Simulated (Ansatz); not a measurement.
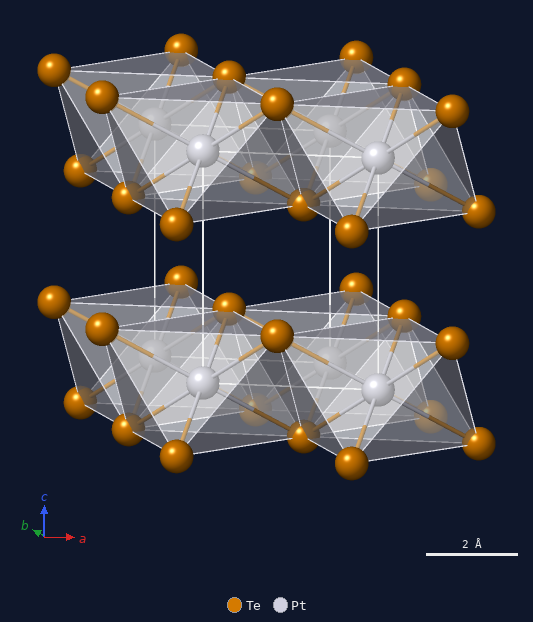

The input geometry (polyhedral view of the cell of the calculation, seen slightly off an axis; polyhedra are completed across the faces of the cell).

# PtTe₂: geometry relaxation (part 1 of 2)

- system: PtTe₂ (P-3m1, 3 atoms in the cell)
- method: DFT PBE, scalar-relativistic, plane waves, PAW, PAW set soft_1, no spin polarisation (Ansatz 0.2.0)

The structure derives from an entry of the Crystallography Open Database.

## Output
```
Engine: ansatz 0.2.0, x86_64-unknown-linux-gnu
Pseudopotentials: kind: paw
Pseudopotential: Te, paw, valence charge 16, recommended cutoff 420 eV (normal), [file]
Pseudopotential: Pt, paw, valence charge 18, recommended cutoff 420 eV (normal), [file]
Functional definition: PBE
  parameter kappa = 0.804
  parameter beta = 0.06672455060314922
  exchange = pbe_x(kappa = kappa, mu = beta*pi^2/3)
  correlation = pbe_c(beta = beta)
Crystal: 3 atoms, lattice volume = 72.871 Å³
Basis set: ecut = 420 eV, 1409 PW (Γ), exchange–correlation on 54×54×72 points (8 copies of the dense FFT grid, shifted against one another)
Bands: 30, of which v1, the nominal top of the filled ones, is band 25 counted from 1 (24 counted from 0)
Symmetry: 12 space group operations
Space group: P-3m1 (ITA 164), of the structure as read, at distance tolerance 4.2e-5 Å
k-points: 24 of 144
Non-local potential: Te, projectors of the file, l = 0: 2, l = 1: 2, l = 2: 2, l = 3: 1
Non-local potential: Pt, projectors of the file, l = 0: 3, l = 1: 2, l = 2: 2, l = 3: 1
PAW form: soft (Blöchl's): semilocal exchange-correlation on the pseudo side does not see the compensation charge
PAW one-centre angular grid: Te, 590 points (default); XC on 64 Gauss nodes
PAW one-centre angular grid: Pt, 590 points (default); XC on 64 Gauss nodes
Initial density: superposition of atomic densities (chi_scale 0.1, normalization cell, long waves kept (reshape's long-wave potential 0.01 eV rms))
Initial wavefunctions: pseudopotential atomic-orbital guess
Functional: x = pbe(κ = 0.804, μ = 0.2195149727645171), c = pbe(β = 0.06672455060314922)
SCF iter   1: F=—  HF=-26486.801391 eV  |F-HF|=—  |Δ(HF+E_count)|=         —  Δρ=7.64e-2  dr2=5.58e0  ethr=3.10e-3  ⟨swp⟩=7.9  Hψ=3391  notcnv=0
preconditioner: auto → Kerker (q_TF=auto, 2.562 Å⁻¹)  [metal: Δε(μ)=0.007 eV  Ē_g=8.948 eV  σ=0.100 eV  W_gap=0.04  n_scr=22 (ndim 8)  ℏωp=20.4 eV  f_vac=0.006  D(μ)=1.22/eV (n_scr^D=2)]
SCF iter   2: F=—  HF=-26486.067708 eV  |F-HF|=—  |Δ(HF+E_count)|=   7.34e-1  Δρ=3.73e-2  dr2=1.38e0  ethr=3.10e-3  ⟨swp⟩=2.1  Hψ=1140  notcnv=0  defer=16
preconditioner: auto → Resta (q_TF=auto, 2.562 Å⁻¹)  ε∞=6.1  [insulator: Δε(μ)=0.256 eV  Ē_g=9.040 eV  σ=0.100 eV  W_gap=0.63  n_scr=22 (ndim 8)  ℏωp=20.4 eV  f_vac=0.009  D(μ)=0.67/eV (n_scr^D=2)  ε∞_Penn≈6.1]
SCF iter   3: F=—  HF=-26485.858529 eV  |F-HF|=—  |Δ(HF+E_count)|=   2.09e-1  Δρ=5.10e-3  dr2=1.66e-2  ethr=2.76e-3  ⟨swp⟩=2.0  Hψ=971  notcnv=0  defer=17
SCF iter   4: F=—  HF=-26485.859485 eV  |F-HF|=—  |Δ(HF+E_count)|=   9.56e-4  Δρ=6.10e-4  dr2=1.66e-4  ethr=3.32e-5  ⟨swp⟩=2.6  Hψ=1363  notcnv=0  defer=17
SCF iter   5: F=—  HF=-26485.859572 eV  |F-HF|=—  |Δ(HF+E_count)|=   8.76e-5  Δρ=1.89e-4  dr2=3.29e-5  ethr=3.31e-7  ⟨swp⟩=2.0  Hψ=1272  notcnv=0  defer=17
SCF iter   6: F=—  HF=-26485.859576 eV  |F-HF|=—  |Δ(HF+E_count)|=   3.84e-6  Δρ=5.88e-5  dr2=3.01e-6  ethr=6.58e-8  ⟨swp⟩=2.0  Hψ=1192  notcnv=0  defer=17
SCF iter   7: F=—  HF=-26485.859578 eV  |F-HF|=—  |Δ(HF+E_count)|=   1.89e-6  Δρ=1.93e-5  dr2=2.89e-7  ethr=6.02e-9  ⟨swp⟩=2.0  Hψ=1207  notcnv=0  defer=17
SCF iter   8: F=-26485.859578 eV  HF=-26485.859578 eV  |F-HF|=2.66e-10  |Δ(HF+E_count)|=   1.90e-7  Δρ=3.72e-6  dr2=1.17e-8  ethr=2.00e-10  ⟨swp⟩=10.6  Hψ=3739  notcnv=0
SCF 1 converged in 8 iterations: F = -26485.859578 eV  dr2 = 1.17e-8
  greatest PAW one-centre occupation: 1.000 electrons in one spin orbital (limit 2), on the Pt atom at site 2 (counted from 0), in its partial waves of l = 0
relax step   1: F+E_penalty+E_count = -26485.85957820 eV  Δ(F+E_penalty+E_count) = +0.000e0 eV  max|allowed force component| = 9.624e-1 eV/Å  Δτ_max = 0.0000 Å  P = +7.826 GPa  Ω = 72.871 Å³  (8 SCF iters, dr2 threshold 1.00e-7 eV, accepted)
Crystal: 3 atoms, lattice volume = 80.769 Å³
Basis set: ecut = 420 eV, 1573 PW (Γ), exchange–correlation on 54×54×72 points (8 copies of the dense FFT grid, shifted against one another)
Initial density: handed on by an earlier stage of this run
Initial wavefunctions: those handed on with the density
iter 1 solved again at ethr=6.67e-4 eV; its pass at ethr=3.10e-3 eV (dr2=3.34e-1 eV) is discarded
SCF iter   1: F=—  HF=-26485.646611 eV  |F-HF|=—  |Δ(HF+E_count)|=         —  Δρ=1.67e-2  dr2=3.29e-1  ethr=6.67e-4  ⟨swp⟩=1.0  Hψ=4578  notcnv=0
preconditioner: auto → LDOS  [metal: Δε(μ)=0.069 eV  Ē_g=8.204 eV  σ=0.100 eV  W_gap=0.35  n_scr=22 (ndim 8)  ℏωp=19.4 eV  f_vac=0.020  D(μ)=1.71/eV (n_scr^D=8)  β→1.0]
SCF iter   2: F=—  HF=-26485.617037 eV  |F-HF|=—  |Δ(HF+E_count)|=   2.96e-2  Δρ=6.02e-3  dr2=3.65e-2  ethr=6.58e-4  ⟨swp⟩=2.3  Hψ=1018  notcnv=0
SCF iter   3: F=—  HF=-26485.612812 eV  |F-HF|=—  |Δ(HF+E_count)|=   4.23e-3  Δρ=1.94e-3  dr2=3.31e-3  ethr=7.30e-5  ⟨swp⟩=2.0  Hψ=1521  notcnv=0
SCF iter   4: F=—  HF=-26485.612158 eV  |F-HF|=—  |Δ(HF+E_count)|=   6.54e-4  Δρ=3.16e-4  dr2=1.28e-4  ethr=6.62e-6  ⟨swp⟩=2.1  Hψ=1279  notcnv=0
SCF iter   5: F=—  HF=-26485.612137 eV  |F-HF|=—  |Δ(HF+E_count)|=   2.11e-5  Δρ=7.78e-5  dr2=4.58e-6  ethr=2.55e-7  ⟨swp⟩=2.0  Hψ=1219  notcnv=0
SCF iter   6: F=-26485.612139 eV  HF=-26485.612139 eV  |F-HF|=1.47e-7  |Δ(HF+E_count)|=   1.90e-6  Δρ=1.79e-5  dr2=1.73e-7  ethr=6.00e-10  ⟨swp⟩=9.1  Hψ=3718  notcnv=0
SCF 2 converged in 6 iterations: F = -26485.612139 eV  dr2 = 1.73e-7
relax step   2: F+E_penalty+E_count = -26485.61213903 eV  Δ(F+E_penalty+E_count) = +2.474e-1 eV  max|allowed force component| = 1.429e0 eV/Å  Δτ_max = 0.1902 Å  P = -7.194 GPa  Ω = 80.769 Å³  energy of the carried Pulay correction = -2.244e-3 eV  (6 SCF iters, dr2 threshold 3.00e-7 eV, rejected (line search))
Crystal: 3 atoms, lattice volume = 77.831 Å³
Basis set: ecut = 420 eV, 1529 PW (Γ), exchange–correlation on 54×54×72 points (8 copies of the dense FFT grid, shifted against one another)
iter 1 solved again at ethr=1.87e-4 eV; its pass at ethr=3.10e-3 eV (dr2=9.33e-2 eV) is discarded
SCF iter   1: F=—  HF=-26485.994466 eV  |F-HF|=—  |Δ(HF+E_count)|=         —  Δρ=1.04e-2  dr2=9.49e-2  ethr=1.87e-4  ⟨swp⟩=1.1  Hψ=4258  notcnv=0
preconditioner: auto → LDOS  [insulator: Δε(μ)=0.226 eV  Ē_g=8.642 eV  σ=0.100 eV  W_gap=0.67  n_scr=22 (ndim 8)  ℏωp=19.7 eV  f_vac=0.016  D(μ)=0.78/eV (n_scr^D=2)  ε∞_Penn≈6.2  β→1.0]
SCF iter   2: F=—  HF=-26486.007595 eV  |F-HF|=—  |Δ(HF+E_count)|=   1.31e-2  Δρ=1.03e-2  dr2=1.49e-1  ethr=1.87e-4  ⟨swp⟩=2.2  Hψ=1428  notcnv=0
SCF iter   3: F=—  HF=-26485.981286 eV  |F-HF|=—  |Δ(HF+E_count)|=   2.63e-2  Δρ=1.10e-3  dr2=6.94e-4  ethr=1.87e-4  ⟨swp⟩=2.0  Hψ=1150  notcnv=0  defer=9
SCF iter   4: F=—  HF=-26485.981426 eV  |F-HF|=—  |Δ(HF+E_count)|=   1.41e-4  Δρ=1.66e-4  dr2=1.90e-5  ethr=1.39e-6  ⟨swp⟩=2.0  Hψ=1294  notcnv=0  defer=10
SCF iter   5: F=—  HF=-26485.981417 eV  |F-HF|=—  |Δ(HF+E_count)|=   9.71e-6  Δρ=5.10e-5  dr2=2.18e-6  ethr=3.81e-8  ⟨swp⟩=2.0  Hψ=1299  notcnv=0  defer=10
SCF iter   6: F=—  HF=-26485.981427 eV  |F-HF|=—  |Δ(HF+E_count)|=   1.06e-5  Δρ=1.80e-5  dr2=2.56e-7  ethr=4.36e-9  ⟨swp⟩=2.0  Hψ=1210  notcnv=0  defer=10
SCF iter   7: F=—  HF=-26485.981427 eV  |F-HF|=—  |Δ(HF+E_count)|=   3.91e-8  Δρ=4.24e-6  dr2=1.26e-8  ethr=5.13e-10  ⟨swp⟩=2.0  Hψ=1208  notcnv=0  defer=10
SCF iter   8: F=-26485.981427 eV  HF=-26485.981427 eV  |F-HF|=4.73e-10  |Δ(HF+E_count)|=   5.27e-9  Δρ=8.19e-7  dr2=3.15e-10  ethr=6.00e-12  ⟨swp⟩=9.5  Hψ=3451  notcnv=0
SCF 3 converged in 8 iterations: F = -26485.981427 eV  dr2 = 3.15e-10
relax step   3: F+E_penalty+E_count = -26485.98142745 eV  Δ(F+E_penalty+E_count) = -1.218e-1 eV  max|allowed force component| = 1.881e-1 eV/Å  Δτ_max = 0.0395 Å  P = -1.009 GPa  Ω = 77.831 Å³  energy of the carried Pulay correction = -1.437e-3 eV  (8 SCF iters, accepted)
Crystal: 3 atoms, lattice volume = 78.464 Å³
Basis set: ecut = 420 eV, 1555 PW (Γ), exchange–correlation on 54×54×72 points (8 copies of the dense FFT grid, shifted against one another)
iter 1 solved again at ethr=2.18e-6 eV; its pass at ethr=3.10e-3 eV (dr2=1.09e-3 eV) is discarded
SCF iter   1: F=—  HF=-26485.987274 eV  |F-HF|=—  |Δ(HF+E_count)|=         —  Δρ=1.50e-3  dr2=1.00e-3  ethr=2.18e-6  ⟨swp⟩=2.2  Hψ=4505  notcnv=0
preconditioner: auto → LDOS  [insulator: Δε(μ)=0.177 eV  Ē_g=8.704 eV  σ=0.100 eV  W_gap=0.55  n_scr=22 (ndim 8)  ℏωp=19.7 eV  f_vac=0.021  D(μ)=0.72/eV (n_scr^D=2)  ε∞_Penn≈6.1  β→1.0]
SCF iter   2: F=—  HF=-26485.987247 eV  |F-HF|=—  |Δ(HF+E_count)|=   2.75e-5  Δρ=5.27e-4  dr2=4.13e-4  ethr=2.00e-6  ⟨swp⟩=3.0  Hψ=1382  notcnv=0
SCF iter   3: F=—  HF=-26485.987193 eV  |F-HF|=—  |Δ(HF+E_count)|=   5.36e-5  Δρ=3.60e-4  dr2=1.95e-4  ethr=8.27e-7  ⟨swp⟩=3.0  Hψ=1369  notcnv=0
SCF iter   4: F=—  HF=-26485.987140 eV  |F-HF|=—  |Δ(HF+E_count)|=   5.31e-5  Δρ=1.23e-4  dr2=2.41e-5  ethr=3.90e-7  ⟨swp⟩=1.3  Hψ=735  notcnv=0
SCF iter   5: F=—  HF=-26485.987136 eV  |F-HF|=—  |Δ(HF+E_count)|=   3.70e-6  Δρ=2.27e-5  dr2=6.48e-7  ethr=4.82e-8  ⟨swp⟩=2.4  Hψ=1019  notcnv=0
SCF iter   6: F=-26485.987136 eV  HF=-26485.987136 eV  |F-HF|=1.05e-9  |Δ(HF+E_count)|=   5.62e-8  Δρ=3.32e-6  dr2=9.03e-9  ethr=6.00e-10  ⟨swp⟩=7.3  Hψ=3157  notcnv=0
SCF 4 converged in 6 iterations: F = -26485.987136 eV  dr2 = 9.03e-9
relax step   4: F+E_penalty+E_count = -26485.98713628 eV  Δ(F+E_penalty+E_count) = -5.709e-3 eV  max|allowed force component| = 3.218e-2 eV/Å  Δτ_max = 0.0310 Å  P = -0.269 GPa  Ω = 78.464 Å³  energy of the carried Pulay correction = -1.614e-3 eV  (6 SCF iters, dr2 threshold 3.00e-7 eV, accepted)
Basis set: ecut = 420 eV, 1555 PW (Γ), exchange–correlation on 60×60×80 points (8 copies of the dense FFT grid, shifted against one another)
Initial wavefunctions: pseudopotential atomic-orbital guess (no wavefunctions were taken with the density)
iter 1 solved again at ethr=1.68e-7 eV; its pass at ethr=3.10e-3 eV (dr2=8.42e-5 eV) is discarded
SCF iter   1: F=—  HF=-26485.984234 eV  |F-HF|=—  |Δ(HF+E_count)|=         —  Δρ=6.76e-4  dr2=1.18e-5  ethr=1.68e-7  ⟨swp⟩=3.3  Hψ=5165  notcnv=0
preconditioner: auto → LDOS  [insulator: Δε(μ)=0.175 eV  Ē_g=8.704 eV  σ=0.100 eV  W_gap=0.55  n_scr=22 (ndim 8)  ℏωp=19.7 eV  f_vac=0.022  D(μ)=0.73/eV (n_scr^D=2)  ε∞_Penn≈6.1  β→1.0]
SCF iter   2: F=—  HF=-26485.988487 eV  |F-HF|=—  |Δ(HF+E_count)|=   4.25e-3  Δρ=5.12e-5  dr2=4.69e-6  ethr=2.36e-8  ⟨swp⟩=2.1  Hψ=1232  notcnv=0
SCF iter   3: F=—  HF=-26485.988494 eV  |F-HF|=—  |Δ(HF+E_count)|=   7.29e-6  Δρ=3.34e-5  dr2=1.15e-6  ethr=9.38e-9  ⟨swp⟩=2.0  Hψ=1225  notcnv=0
SCF iter   4: F=—  HF=-26485.988498 eV  |F-HF|=—  |Δ(HF+E_count)|=   3.15e-6  Δρ=7.15e-6  dr2=3.25e-8  ethr=2.29e-9  ⟨swp⟩=3.0  Hψ=1238  notcnv=0
SCF iter   5: F=—  HF=-26485.988498 eV  |F-HF|=—  |Δ(HF+E_count)|=   2.07e-7  Δρ=5.50e-6  dr2=3.29e-8  ethr=6.51e-11  ⟨swp⟩=2.0  Hψ=1298  notcnv=0
SCF iter   6: F=-26485.988498 eV  HF=-26485.988498 eV  |F-HF|=4.37e-11  |Δ(HF+E_count)|=   2.76e-9  Δρ=5.61e-7  dr2=2.41e-10  ethr=6.00e-12  ⟨swp⟩=5.3  Hψ=3477  notcnv=0
the search or the solves at the SCF's close seem to have found levels that the self-consistency loop had missed (the run counts 1). By its estimate they hold under 1e-12 electrons; where the run keeps them, the occupations were computed again with them
SCF 5 converged in 6 iterations: F = -26485.988498 eV  dr2 = 2.41e-10
relax step   5: F+E_penalty+E_count = -26485.98849778 eV  Δ(F+E_penalty+E_count) = -1.361e-3 eV  max|allowed force component| = 3.163e-2 eV/Å  Δτ_max = 0.0000 Å  P = -0.285 GPa  Ω = 78.464 Å³  stress off target by 4.82e-1 GPa  SCF on the basis re-selected at this cell (its energy is not comparable with the rows above)  (6 SCF iters)
```

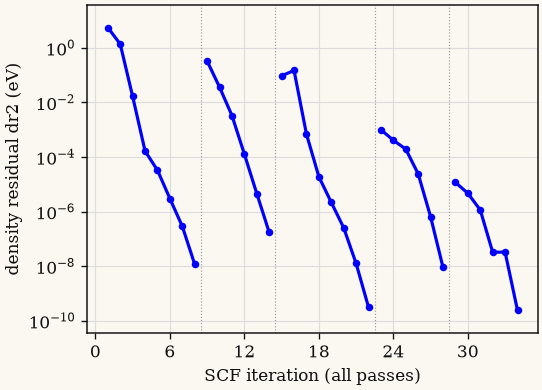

Convergence of the self-consistent field: density residual dr2 against the SCF iteration. The dotted lines part the SCF passes of the relaxation: geometry steps, rejected trials and re-solves on a re-selected basis. The 5 passes take 6 to 8 iterations each, 34 in all.
